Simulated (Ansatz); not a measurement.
# Geometry relaxation of Pt

The run: geometry relaxation of Pt (I4/mmm, 1 atom in the cell). Method and program: DFT PBE, scalar-relativistic, plane waves, PAW, no spin polarisation (Ansatz 0.2.0).

The structure was made by a generator, so it may or may not be a known phase. Figures and captions count atoms from 1; the log counts them from 0 in places.

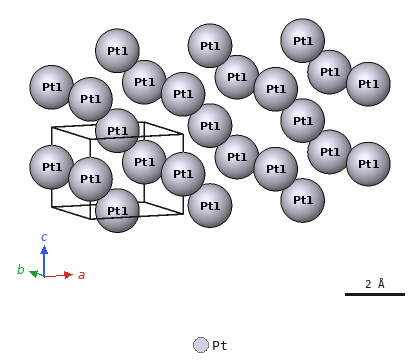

Fig. 1: The starting structure (spheres-only view of the cell 2 times as large as that of the calculation, set on its symmetry axes, repeated 3 × 1 × 2, seen slightly off an axis; atoms are numbered from 1 in the order of the input). An atom can appear more than once, as a periodic image.

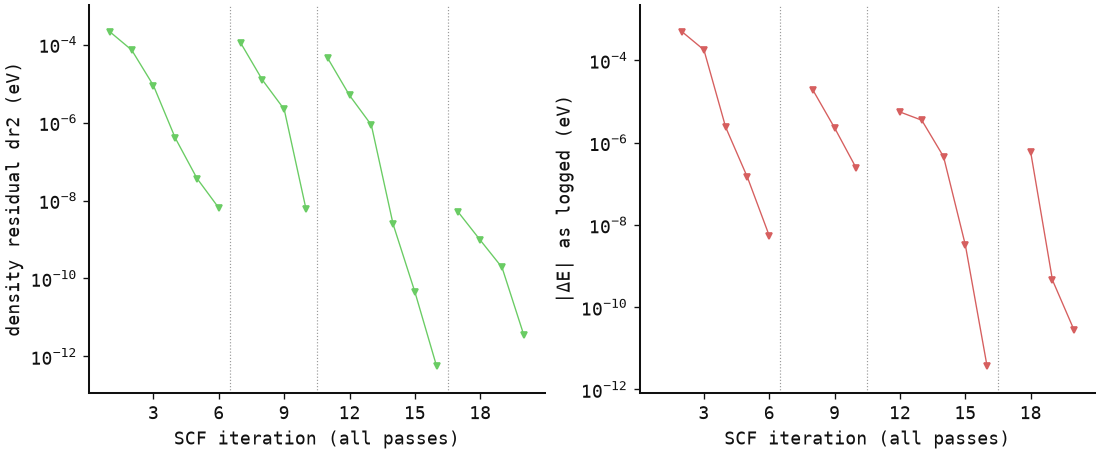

Fig. 2: Convergence of the self-consistent field: density residual dr2 and size of the energy change against the SCF iteration. The dotted lines part the SCF passes of the relaxation: geometry steps, rejected trials and re-solves on a re-selected basis. The passes take 6, 4, 6 and 4 iterations.

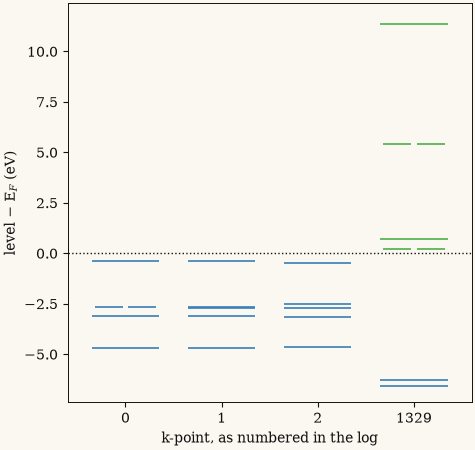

Fig. 3: Kohn–Sham levels near the Fermi level (dotted) at the few k-points that the log prints; levels within 0.02 eV of each other stand side by side. The system is metallic on the full mesh.

The input and output of the run follow.

## The input
```yaml
crystal:
  lattice:
    - [-1.7041377986, 1.7041377986, 1.3681777968]
    - [1.7041377986, -1.7041377986, 1.3681777968]
    - [1.7041377986, 1.7041377986, -1.3681777968]
  atoms:
    - { symbol: Pt, position: [0.5, 0.5, 0.0] }
basis:
  ecutwfc: 420
kpoints:
  mp_grid: { grid: [26, 26, 26] }
hamiltonian:
  xc: pbe
scf:
  occupations: { method: gaussian, width: 0.1 }
output:
  forces: true
  stress: true
  eigenvalues: true
relax:
  adjacent_minimum: "off"
  f_tol: 0.01
  max_steps: 80
  cell: { stress_tol: 0.05 }
```

Run as:
```bash
ansatz run input.yaml --threads 1 --pin off --max-ram 2560MiB --backend cpu --events-out ev --progress --plain --runs-dir out
```

## The program's output
```
Engine: ansatz 0.2.0, x86_64-unknown-linux-gnu
Pseudopotentials: kind: paw
Pseudopotential: Pt, paw, valence charge 18, recommended cutoff 420 eV (normal), Pt.paw.azcp
Functional definition: PBE
  parameter kappa = 0.804
  parameter beta = 0.06672455060314922
  exchange = pbe_x(kappa = kappa, mu = beta*pi^2/3)
  correlation = pbe_c(beta = beta)
Crystal: 1 atoms, lattice volume = 15.893 Å³
Basis set: ecut = 420 eV, 325 PW (Γ), exchange–correlation on 40×40×40 points (8 copies of the dense FFT grid, shifted against one another)
Bands: 13, of which v1, the nominal top of the filled ones, is band 9 counted from 1 (8 counted from 0)
Symmetry: 16 space group operations
Space group: I4/mmm (ITA 139), of the structure as read, at distance tolerance 2.5e-5 Å
k-points: 1330 of 17576
Non-local potential: Pt, projectors of the file, l = 0: 3, l = 1: 2, l = 2: 2, l = 3: 1
PAW form: soft (Blöchl's): semilocal exchange-correlation on the pseudo side does not see the compensation charge
PAW one-centre angular grid: Pt, 590 points (default); XC on 64 Gauss nodes
Initial density: superposition of atomic densities (neutral atoms: chi_scale 0, normalization atom), corrected by the library's trained network
Initial wavefunctions: pseudopotential atomic-orbital guess
Functional: x = pbe(κ = 0.804, μ = 0.2195149727645171), c = pbe(β = 0.06672455060314922)
SCF iter   1: F=—  HF=-12523.010669 eV  |F-HF|=—  |Δ(HF+E_count)|=         —  Δρ=2.69e-3  dr2=2.13e-4  ethr=1.77e-3  ⟨swp⟩=5.0  Hψ=95321  notcnv=0
preconditioner: auto → none  [metal: Δε(μ)=0.001 eV  Ē_g=13.730 eV  σ=0.100 eV  W_gap=0.00  n_scr=4 (ndim 8)  ℏωp=29.5 eV  f_vac=0.000  D(μ)=1.17/eV (n_scr^D=12)  sad-step TF]
SCF iter   2: F=—  HF=-12523.011166 eV  |F-HF|=—  |Δ(HF+E_count)|=   4.97e-4  Δρ=1.55e-3  dr2=7.26e-5  ethr=1.18e-6  ⟨swp⟩=2.3  Hψ=38398  notcnv=0
SCF iter   3: F=—  HF=-12523.011347 eV  |F-HF|=—  |Δ(HF+E_count)|=   1.81e-4  Δρ=2.38e-4  dr2=8.86e-6  ethr=4.03e-7  ⟨swp⟩=2.0  Hψ=23835  notcnv=0
SCF iter   4: F=—  HF=-12523.011345 eV  |F-HF|=—  |Δ(HF+E_count)|=   2.37e-6  Δρ=7.93e-5  dr2=4.01e-7  ethr=4.92e-8  ⟨swp⟩=2.3  Hψ=23509  notcnv=0
iter 5 did not close the SCF: its close was put off for the readings that it lacked (scf_convergence_deferred on its scf_iter line)
SCF iter   5: F=-12523.011345 eV  HF=-12523.011345 eV  |F-HF|=7.82e-9  |Δ(HF+E_count)|=   1.43e-7  Δρ=2.16e-5  dr2=3.67e-8  ethr=2.23e-9  ⟨swp⟩=2.1  Hψ=28821  notcnv=0
SCF iter   6: F=-12523.011345 eV  HF=-12523.011345 eV  |F-HF|=3.10e-9  |Δ(HF+E_count)|=   5.46e-9  Δρ=7.84e-6  dr2=6.43e-9  ethr=2.04e-10  ⟨swp⟩=2.0  Hψ=58683  notcnv=0
SCF 1 converged in 6 iterations: F = -12523.011345 eV  dr2 = 6.43e-9
  greatest PAW one-centre occupation: 1.000 electrons in one spin orbital (limit 2), on the Pt atom at site 0 (counted from 0), in its partial waves of l = 0
relax step   1: F+E_penalty+E_count = -12523.01134480 eV  Δ(F+E_penalty+E_count) = +0.000e0 eV  max|allowed force component| = 0.000e0 eV/Å  Δτ_max = 0.0000 Å  P = -1.056 GPa  Ω = 15.893 Å³  (6 SCF iters, dr2 threshold 1.00e-7 eV, accepted)
Crystal: 1 atoms, lattice volume = 15.692 Å³
Basis set: ecut = 420 eV, 309 PW (Γ), exchange–correlation on 40×40×40 points (8 copies of the dense FFT grid, shifted against one another)
Initial density: handed on by an earlier stage of this run
Initial wavefunctions: those handed on with the density
iter 1 solved again at ethr=6.25e-7 eV; its pass at ethr=3.10e-3 eV (dr2=1.12e-4 eV) is discarded
SCF iter   1: F=—  HF=-12523.010939 eV  |F-HF|=—  |Δ(HF+E_count)|=         —  Δρ=1.07e-3  dr2=1.11e-4  ethr=6.25e-7  ⟨swp⟩=2.3  Hψ=116785  notcnv=0
preconditioner: auto → none  [metal: Δε(μ)=0.001 eV  Ē_g=13.865 eV  σ=0.100 eV  W_gap=0.01  n_scr=4 (ndim 8)  ℏωp=29.6 eV  f_vac=0.000  D(μ)=1.15/eV (n_scr^D=12)]
SCF iter   2: F=—  HF=-12523.010920 eV  |F-HF|=—  |Δ(HF+E_count)|=   1.92e-5  Δρ=5.05e-4  dr2=1.24e-5  ethr=6.15e-7  ⟨swp⟩=2.0  Hψ=23676  notcnv=0
SCF iter   3: F=—  HF=-12523.010917 eV  |F-HF|=—  |Δ(HF+E_count)|=   2.29e-6  Δρ=2.09e-4  dr2=2.19e-6  ethr=6.89e-8  ⟨swp⟩=2.2  Hψ=29659  notcnv=0
SCF iter   4: F=-12523.010918 eV  HF=-12523.010918 eV  |F-HF|=5.00e-9  |Δ(HF+E_count)|=   2.37e-7  Δρ=1.37e-5  dr2=6.10e-9  ethr=5.56e-10  ⟨swp⟩=3.0  Hψ=64009  notcnv=0
SCF 2 converged in 4 iterations: F = -12523.010918 eV  dr2 = 6.10e-9
relax step   2: F+E_penalty+E_count = -12523.01091759 eV  Δ(F+E_penalty+E_count) = +4.272e-4 eV  max|allowed force component| = 0.000e0 eV/Å  Δτ_max = 0.0000 Å  P = +1.967 GPa  Ω = 15.692 Å³  energy of the carried Pulay correction = +8.989e-5 eV  (4 SCF iters, dr2 threshold 1.00e-7 eV, rejected (line search))
Crystal: 1 atoms, lattice volume = 15.821 Å³
iter 1 solved again at ethr=1.96e-7 eV; its pass at ethr=3.10e-3 eV (dr2=3.53e-5 eV) is discarded
SCF iter   1: F=—  HF=-12523.011647 eV  |F-HF|=—  |Δ(HF+E_count)|=         —  Δρ=6.65e-4  dr2=4.47e-5  ethr=1.96e-7  ⟨swp⟩=2.2  Hψ=115034  notcnv=0
preconditioner: auto → none  [metal: Δε(μ)=0.002 eV  Ē_g=13.782 eV  σ=0.100 eV  W_gap=0.01  n_scr=4 (ndim 8)  ℏωp=29.5 eV  f_vac=0.000  D(μ)=1.16/eV (n_scr^D=12)]
SCF iter   2: F=—  HF=-12523.011642 eV  |F-HF|=—  |Δ(HF+E_count)|=   5.59e-6  Δρ=3.13e-4  dr2=4.98e-6  ethr=1.96e-7  ⟨swp⟩=2.0  Hψ=23869  notcnv=0
SCF iter   3: F=—  HF=-12523.011638 eV  |F-HF|=—  |Δ(HF+E_count)|=   3.53e-6  Δρ=1.27e-4  dr2=8.68e-7  ethr=2.77e-8  ⟨swp⟩=2.3  Hψ=29817  notcnv=0
SCF iter   4: F=—  HF=-12523.011639 eV  |F-HF|=—  |Δ(HF+E_count)|=   4.59e-7  Δρ=8.46e-6  dr2=2.47e-9  ethr=4.82e-9  ⟨swp⟩=1.5  Hψ=20668  notcnv=0
SCF iter   5: F=—  HF=-12523.011639 eV  |F-HF|=—  |Δ(HF+E_count)|=   3.28e-9  Δρ=9.23e-7  dr2=4.51e-11  ethr=1.37e-11  ⟨swp⟩=2.2  Hψ=28361  notcnv=0
SCF iter   6: F=-12523.011639 eV  HF=-12523.011639 eV  |F-HF|=3.64e-12  |Δ(HF+E_count)|=  3.64e-12  Δρ=8.94e-8  dr2=5.54e-13  ethr=1.00e-12  ⟨swp⟩=5.0  Hψ=65706  notcnv=0
SCF 3 converged in 6 iterations: F = -12523.011639 eV  dr2 = 5.54e-13
relax step   3: F+E_penalty+E_count = -12523.01163880 eV  Δ(F+E_penalty+E_count) = -2.940e-4 eV  max|allowed force component| = 0.000e0 eV/Å  Δτ_max = 0.0000 Å  P = -0.009 GPa  Ω = 15.821 Å³  energy of the carried Pulay correction = +3.185e-5 eV  (6 SCF iters, accepted)
Initial wavefunctions: pseudopotential atomic-orbital guess (no wavefunctions were taken with the density)
iter 1 solved again at ethr=8.44e-9 eV; its pass at ethr=3.10e-3 eV (dr2=1.52e-6 eV) is discarded
SCF iter   1: F=—  HF=-12523.011605 eV  |F-HF|=—  |Δ(HF+E_count)|=         —  Δρ=1.35e-5  dr2=4.96e-9  ethr=8.44e-9  ⟨swp⟩=3.0  Hψ=141165  notcnv=0
preconditioner: auto → none  [metal: Δε(μ)=0.002 eV  Ē_g=13.780 eV  σ=0.100 eV  W_gap=0.01  n_scr=4 (ndim 8)  ℏωp=29.5 eV  f_vac=0.000  D(μ)=1.16/eV (n_scr^D=12)]
SCF iter   2: F=—  HF=-12523.011606 eV  |F-HF|=—  |Δ(HF+E_count)|=   5.96e-7  Δρ=6.23e-6  dr2=9.65e-10  ethr=2.75e-11  ⟨swp⟩=2.3  Hψ=28977  notcnv=0
SCF iter   3: F=—  HF=-12523.011606 eV  |F-HF|=—  |Δ(HF+E_count)|=  4.58e-10  Δρ=1.41e-6  dr2=1.92e-10  ethr=5.36e-12  ⟨swp⟩=2.4  Hψ=25504  notcnv=0
SCF iter   4: F=-12523.011606 eV  HF=-12523.011606 eV  |F-HF|=1.82e-12  |Δ(HF+E_count)|=  2.73e-11  Δρ=3.23e-7  dr2=3.55e-12  ethr=1.00e-12  ⟨swp⟩=3.7  Hψ=76426  notcnv=0
SCF 4 converged in 4 iterations: F = -12523.011606 eV  dr2 = 3.55e-12
relax step   4: F+E_penalty+E_count = -12523.01160562 eV  Δ(F+E_penalty+E_count) = +3.318e-5 eV  max|allowed force component| = 0.000e0 eV/Å  Δτ_max = 0.0000 Å  P = -0.007 GPa  Ω = 15.821 Å³  stress off target by 4.04e-2 GPa  SCF on the basis re-selected at this cell (its energy is not comparable with the rows above)  (4 SCF iters)
basis re-selected at this cell: Δ(F+E_penalty+E_count) = +3.318e-5 eV, ΔP = +0.002 GPa vs the last step (what re-selecting the basis moved, of the pressure what is left beyond the Pulay correction that the steps carried, after the strain that the cell walked since its last selection, with what the two solves' SCF thresholds leave and, on support functions, any second-order correction that the steps lacked; it is no measure of the basis error at this ecutwfc). This SCF's stress stands 4.04e-2 GPa from its target on what of the cell is left free (relax.cell.stress_tol is 5.00e-2 GPa) and its largest allowed force component is 0.00e0 eV/Å (relax.f_tol is 1.00e-2 eV/Å): within both
SCF converged after 4 iterations
Free energy (F): -12523.011606 eV
Harris-Foulkes:  -12523.011606 eV  (|F-HF|=1.82e-12)
Internal energy: -12523.005801 eV  (E = F + TS)
E sigma→0 (E₀):  -12523.008703 eV
Entropy (-TS):   -0.005805 eV (-5.805 meV/atom)
Fermi energy:    21.919473 eV
--- Per-component energies (eV) ---
  E_band       = -151.468732
  E_kinetic    = 637.053782
  E_local      = -1534.349486  (includes V_loc(G=0)·N_el)
  E_nonlocal   = 199.656373
  E_hartree    = 568.620045
  E_xc         = -261.648460
  E_vxc        = -302.658251  (∫ρ·V_xc dr)
  E_paw        = -9453.907659  (= ΣΔE_a)
  E_vpaw       = -288.411419  (= ΣTr[D̂ρ^β])
  E_aug_tail   = 0.000200  (compensation charges beyond the density's cutoff)
  E_ewald      = -2678.430596
  E_smearing   = -0.005805  (= −TS)
  E_closure    = 0.000000  (closes the sum)
  Σ components = -12523.011606   (vs F -12523.011606, Δ=0.00e0)
--- Forces (eV/Å), atoms counted from 1 ---
  atom   1  Pt     0.00000000    -0.00000000     0.00000000
  max |Σ_I F_I| component: 2.56e-30 eV/Å
--- Stress (GPa, compression-positive) ---
       -0.030594       0.000000      -0.000000
        0.000000      -0.030594      -0.000000
       -0.000000      -0.000000       0.040405
  P = ⅓ Tr σ = -0.0069 GPa (-0.069 kbar)
--- Band table (eV; the first three rows and the last of 1330) ---
  k-point 0: bands = ["-76.4452", "-30.5180", "-30.4170", "-30.4170", "12.2384", "17.2100", "18.8368", "19.2452", "19.2452", "21.5382", "37.4432", "37.4432", "42.5551"]
  k-point 1: bands = ["-76.4448", "-30.5193", "-30.4228", "-30.4166", "12.2896", "17.2240", "18.8164", "19.2330", "19.2829", "21.5189", "37.4244", "37.4965", "42.6218"]
  k-point 2: bands = ["-76.4438", "-30.5229", "-30.4398", "-30.4155", "12.4405", "17.2656", "18.7599", "19.1971", "19.3946", "21.4629", "37.3224", "37.6464", "42.8203"]
  k-point 1329: bands = ["-76.3996", "-30.7402", "-30.7402", "-30.6929", "15.3540", "15.6660", "22.1198", "22.1198", "22.6354", "27.3579", "27.3579", "33.2729", "34.3564"]
--- Relaxed structure (3 steps of the walk, 2 accepted, 1 SCFs on fresh bases) ---
  F+E_penalty+E_count = -12523.01160562 eV   max|allowed force component| = 0.000e0 eV/Å   (the final SCF, on the basis selected at the relaxed cell)
  cell:  # Å, volume = 15.8208 Å³
    - [-1.700600031575638, 1.700600031575638, 1.367619083680351]
    - [1.700600031575638, -1.700600031575638, 1.367619083680351]
    - [1.700600031575638, 1.700600031575638, -1.367619083680351]
  atoms:
    - { symbol: Pt, position: [0.49999999999999994, 0.49999999999999994, -9.244174125389727e-35] }
```

## Trajectory as extended XYZ (Å, eV, eV/Å), 4 frames, from step=1 to step=4
```
1
Lattice="-1.7041 1.7041 1.3682 1.7041 -1.7041 1.3682 1.7041 1.7041 -1.3682" Properties=species:S:1:pos:R:3:forces:R:3 step=1 energy=-12523.01135 pressure_GPa=-1.06
Pt    0.0000    0.0000    1.3682    0.0000   0.0000   0.0000
1
Lattice="-1.6949 1.6949 1.3656 1.6949 -1.6949 1.3656 1.6949 1.6949 -1.3656" Properties=species:S:1:pos:R:3:forces:R:3 step=2 energy=-12523.01092 pressure_GPa=1.97 accepted=F
Pt    0.0000    0.0000    1.3656    0.0000   0.0000   0.0000
1
Lattice="-1.7006 1.7006 1.3676 1.7006 -1.7006 1.3676 1.7006 1.7006 -1.3676" Properties=species:S:1:pos:R:3:forces:R:3 step=3 energy=-12523.01164 pressure_GPa=-0.01
Pt    0.0000    0.0000    1.3676    0.0000   0.0000   0.0000
1
Lattice="-1.7006 1.7006 1.3676 1.7006 -1.7006 1.3676 1.7006 1.7006 -1.3676" Properties=species:S:1:pos:R:3:forces:R:3 step=4 energy=-12523.01161 pressure_GPa=-0.01
Pt    0.0000    0.0000    1.3676    0.0000   0.0000   0.0000
```

## Results in brief

| quantity | value |
| --- | --- |
| outcome | converged |
| space group (tolerance 0.01 Å) | I4/mmm (139) |
| electrons treated | 18 |
| free energy | −12523.0116 eV |
| Fermi energy | 21.919 eV |
| gap on the k-point mesh | none (metallic) |
| pressure | −0.01 GPa |
| final volume | 15.82 Å³ |
| largest force (length of the vector) at the end | under 0.001 eV/Å |
| final cell | a = 2.767 Å, b = 2.767 Å, c = 2.767 Å, α = 104.14°, β = 104.14°, γ = 120.75° |
| hardware | 1 thread of Intel Xeon @ 2.50GHz (Skylake/Cascade Lake), 189 GiB of memory available, shared host |
| wall time | 2.7 min |
| peak memory | 0.6 GiB |

## Remarks

Spin–orbit coupling is left out, which matters for Pt.
